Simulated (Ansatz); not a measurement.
## Energy of AlN along an even scaling of the cell

System: AlN (Fm-3m, 2 atoms in the cell).
Method: Kohn-Sham DFT of a periodic cell, PBE, Ansatz PAW, no spin polarisation (Ansatz 0.2.0).

The 6 runs differ only in the geometry, by an even scaling of the cell at fixed fractional positions. The structure derives from a Materials Project entry.

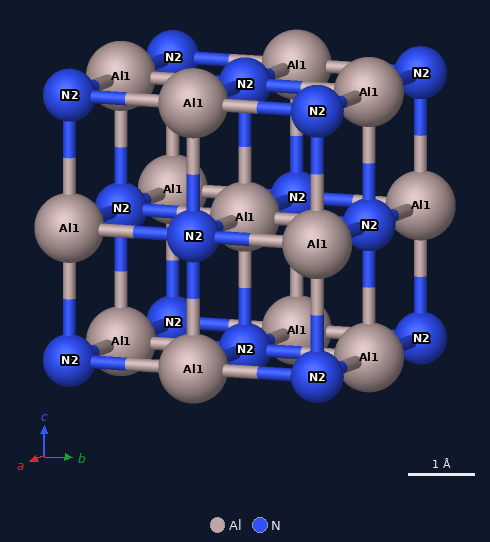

Figure 1. The structure of run 4 (ball-and-stick view of the cell 4 times as large as that of the calculation, set on its symmetry axes, seen slightly off an axis; atoms are numbered from 1 in the order of the input).

## Input of run 4
```yaml
crystal:
  lattice:
    - [0.0, 2.0479920218, 2.0479920218]
    - [2.0479920218, 0.0, 2.0479920218]
    - [2.0479920218, 2.0479920218, 0.0]
  atoms:
    - { symbol: Al, position: [0.5, 0.5, 0.5] }
    - { symbol: "N", position: [0.0, 0.0, 0.0] }
hamiltonian:
  xc: pbe
  pseudopotentials: { kind: paw }
kpoints:
  mp_grid: { grid: [11, 11, 11] }
scf:
  occupations: { method: fermi_dirac, width: 0.05 }
output:
  forces: true
  stress: true
  eigenvalues: true
```

Command:
```bash
ansatz run input.yaml --threads 2 --pin off --max-ram 5120MiB --backend cpu --events-out ev --progress --plain --runs-dir out
```

Lattice vectors (Å) and fractional positions of run 4:
```
   0.000000    2.047992    2.047992
   2.047992    0.000000    2.047992
   2.047992    2.047992    0.000000
Al  0.500000  0.500000  0.500000
N   0.000000  0.000000  0.000000
```

Run 5 differs from it as follows:
```diff
-    - [0.0, 2.0479920218, 2.0479920218]
-    - [2.0479920218, 0.0, 2.0479920218]
-    - [2.0479920218, 2.0479920218, 0.0]
+    - [0.0, 2.0612910439, 2.0612910439]
+    - [2.0612910439, 0.0, 2.0612910439]
+    - [2.0612910439, 2.0612910439, 0.0]
```

## Results, with one run withheld

```csv
run,volume per atom (Å³),"free energy per atom, from the lowest run given (meV)",pressure (GPa),gap on the mesh (eV)
1,7.916,27.40,17.99,5.18
2,8.085,12.02,11.48,4.97
3,8.421,0.00,0.28,4.58
4,8.590,2.29,−4.53,4.39
5,8.758,?,?,?
6,8.927,20.84,−12.83,4.03
```

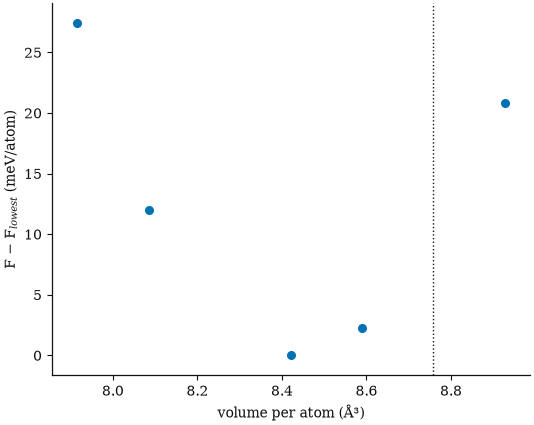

Figure 2. Free energy per atom of the runs given; the dotted line marks run 5.

What should run 5 give?

A cubic polynomial in V^(−2/3) (the Birch–Murnaghan form), fitted to the 5 runs given, misses them by at most 0.03 meV per atom. With x = V^(−2/3) − 0.24248 Å⁻², it reads F = 0.32431 + 560.45 x + 2.551e+05 x² − 1.4614e+05 x³ (meV per atom). At run 5 it gives 9.32 meV per atom, and the run itself gives 9.35. The slope of the fit gives a pressure −dF/dV of −8.88 GPa there, and the run prints −8.89 GPa. The fit has its minimum at 8.432 Å³ per atom, where V d²F/dV² gives 252 GPa: the bulk modulus at this level, since symmetry fixes the shape and the positions. The gap on the mesh goes, without turning, from 5.18 eV in run 1 to 4.03 eV in run 6; run 5 has 4.21 eV. These are gaps of this functional on this mesh, which can miss the band edges; they aren't the measured gap.

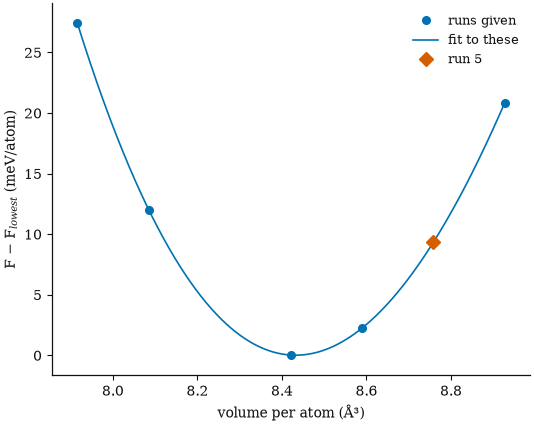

Figure 3. The fit and the withheld run.

## Output, shortened to warnings, some set-up lines, iterations and results (run 5)
```
Basis set: ecut = 420 eV, 331 PW (Γ), exchange–correlation on 40×40×40 points (8 copies of the dense FFT grid, shifted against one another)
Symmetry: 48 space group operations
k-points: 56 of 1331
Initial density: superposition of atomic densities (neutral atoms: chi_scale 0, normalization atom), corrected by the library's trained network
[...]
SCF iter   1: F=—  HF=-923.897901 eV  |F-HF|=—  |Δ(HF+E_count)|=         —  Δρ=1.23e-3  dr2=6.77e-5  ethr=1.77e-3  ⟨swp⟩=4.4  Hψ=3074  notcnv=0
SCF iter   2: F=—  HF=-923.897977 eV  |F-HF|=—  |Δ(HF+E_count)|=   7.60e-5  Δρ=5.81e-4  dr2=1.56e-5  ethr=8.46e-7  ⟨swp⟩=2.0  Hψ=1109  notcnv=0
SCF iter   3: F=—  HF=-923.898026 eV  |F-HF|=—  |Δ(HF+E_count)|=   4.89e-5  Δρ=3.84e-4  dr2=2.14e-5  ethr=1.95e-7  ⟨swp⟩=2.0  Hψ=672  notcnv=0
SCF iter   4: F=—  HF=-923.898020 eV  |F-HF|=—  |Δ(HF+E_count)|=   6.04e-6  Δρ=4.58e-5  dr2=2.67e-7  ethr=1.95e-7  ⟨swp⟩=2.5  Hψ=628  notcnv=0
SCF iter   5: F=-923.898020 eV  HF=-923.898020 eV  |F-HF|=2.62e-9  |Δ(HF+E_count)|=   6.78e-8  Δρ=6.15e-6  dr2=1.87e-9  ethr=3.34e-9  ⟨swp⟩=2.4  Hψ=627  notcnv=0
SCF iter   6: F=-923.898020 eV  HF=-923.898020 eV  |F-HF|=4.37e-11  |Δ(HF+E_count)|=   3.05e-9  Δρ=7.20e-7  dr2=6.04e-11  ethr=2.33e-11  ⟨swp⟩=1.7  Hψ=1486  notcnv=0
SCF 1 converged in 6 iterations: F = -923.898020 eV  dr2 = 6.04e-11
SCF converged after 6 iterations
Free energy (F): -923.898020 eV
Harris-Foulkes:  -923.898020 eV  (|F-HF|=4.37e-11)
Internal energy: -923.898020 eV  (E = F + TS)
E sigma→0 (E₀):  -923.898020 eV
Fermi energy:    12.526838 eV
--- Per-component energies (eV) ---
  E_band       = 34.075199
  E_kinetic    = 160.125714
  E_local      = -174.916805  (includes V_loc(G=0)·N_el)
  E_nonlocal   = 53.821537
  E_hartree    = 63.236870
  E_xc         = -102.370935
  E_vxc        = -108.846936  (∫ρ·V_xc dr)
  E_paw        = -594.456459  (= ΣΔE_a)
  E_vpaw       = -22.582255  (= ΣTr[D̂ρ^β])
  E_aug_tail   = 0.000099  (compensation charges beyond the density's cutoff)
  E_ewald      = -329.338042
  E_smearing   = -0.000000  (= −TS)
  E_closure    = 0.000000  (closes the sum)
  Σ components = -923.898020   (vs F -923.898020, Δ=0.00e0)
--- Forces (eV/Å), atoms counted from 1 ---
  atom   1  Al     0.00000000    -0.00000000    -0.00000000
  atom   2  N     -0.00000000     0.00000000     0.00000000
  max |Σ_I F_I| component: 2.96e-31 eV/Å
--- Stress (GPa, compression-positive) ---
       -8.887616       0.000000      -0.000000
        0.000000      -8.887616       0.000000
       -0.000000       0.000000      -8.887616
  P = ⅓ Tr σ = -8.8876 GPa (-88.876 kbar)
```
